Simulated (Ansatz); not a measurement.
Consider Hf.

Input file:

```
crystal:
  lattice:
    - [3.1534960552, 0.0, 0.0]
    - [-1.5767480276, 2.7310076946, 0.0]
    - [0.0, 0.0, 4.9894429718]
  atoms:
    - { symbol: Hf, position: [0.6666666667, 0.3333333333, 0.75] }
    - { symbol: Hf, position: [0.3333333333, 0.6666666667, 0.25] }
hamiltonian:
  xc: pbe
  pseudopotentials: { kind: paw }
kpoints:
  mp_grid: { grid: [10, 10, 5] }
scf:
  occupations: { method: fermi_dirac, width: 0.05 }
output:
  forces: true
  stress: true
  eigenvalues: true
  write_density: true
  write_potential: true
  elf: true
  volumetric_format: npy
```

Launched as:

```sh
ansatz run input.yaml --threads 2 --pin off --max-ram 5632MiB --backend cpu --events-out ev --progress --plain --runs-dir out
```

Below, planes, directions and counts refer to the conventional cell (a = 3.15 Å, b = 3.15 Å, c = 4.99 Å, α = 90.00°, β = 90.00°, γ = 120.00°).

Space group P6₃/mmc; computed pressure about 5 GPa in this cell.

Theory: Ansatz, Kohn-Sham DFT of a periodic cell, PBE, Ansatz PAW.

What can the converged valence pseudo-density and electron localisation function tell about the bonding?

Hf–Hf (3.15 Å): the density is about 0.2 e/Å³ at the midpoint; the ELF is about 0.25 at the midpoint: no localised pair shows between them.
The ELF has a maximum of about 0.75 in the space between the atoms, on no atom or two-centre bond.

Does the calculation make it a metal, or give it a gap?

It is gapless in this calculation (a metal or semimetal).

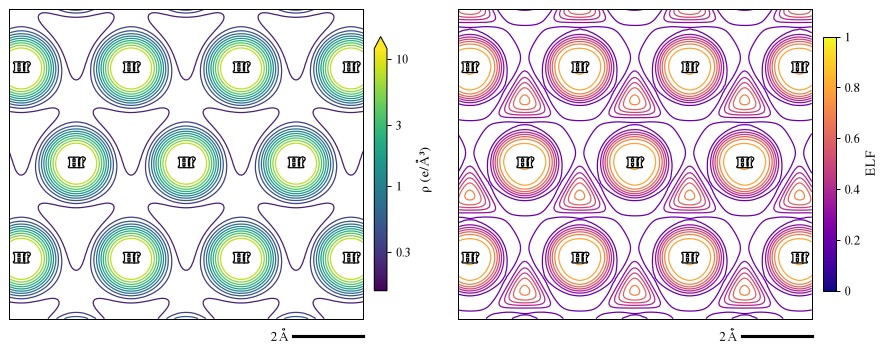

Computed valence pseudo-density and electron localisation function on the (001) plane of the conventional cell, in this order. 

In a PAW calculation such maps are meaningful between the atoms, not at the nuclei.
